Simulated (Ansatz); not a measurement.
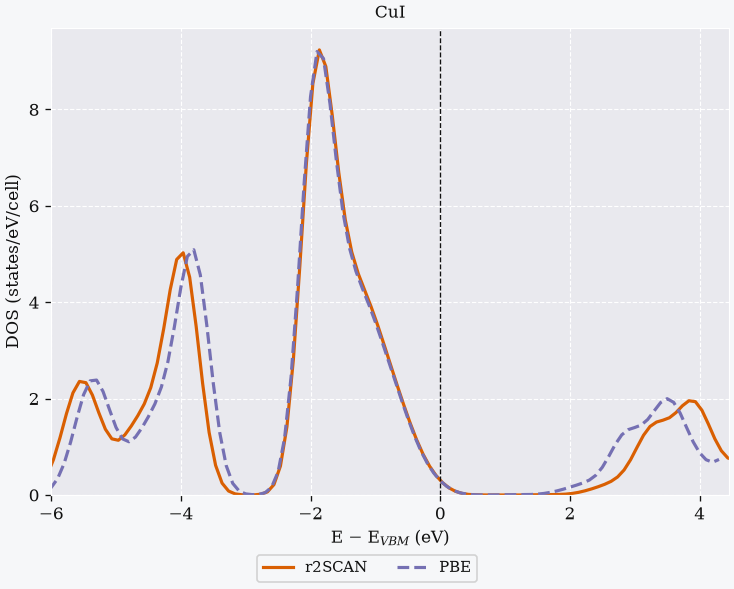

Total densities of states of zincblende CuI, space group F-43m (No. 216), 2 atoms in the primitive cell, relaxed with r2SCAN (cubic a = 6.024 Å), by two methods on the same cell. The DOS curves are built from the levels of the k mesh with Gaussians 0.55 eV wide, which also blur the band edges; ripples of that width can come from the mesh. Each is counted from its own valence-band top.

How do the methods compare?

r2SCAN gives a gap of 1.67 eV and PBE gives a gap of 1.17 eV.

Settings. r2SCAN: Ansatz PAW set, no spin polarisation, no spin-orbit coupling, 8×8×8 k mesh, 500 eV cutoff, fixed occupations (Ansatz 0.2.0). PBE: Ansatz PAW set, no spin polarisation, no spin-orbit coupling, 8×8×8 k mesh, 420 eV cutoff, Fermi-Dirac smearing of 0.02 eV (Ansatz).

Gaps are the smallest over all k points computed. Spin-orbit coupling is left out, which matters for I. LDA, GGA and most meta-GGA functionals understate gaps. r2SCAN: the PAW data sets were made with another functional.
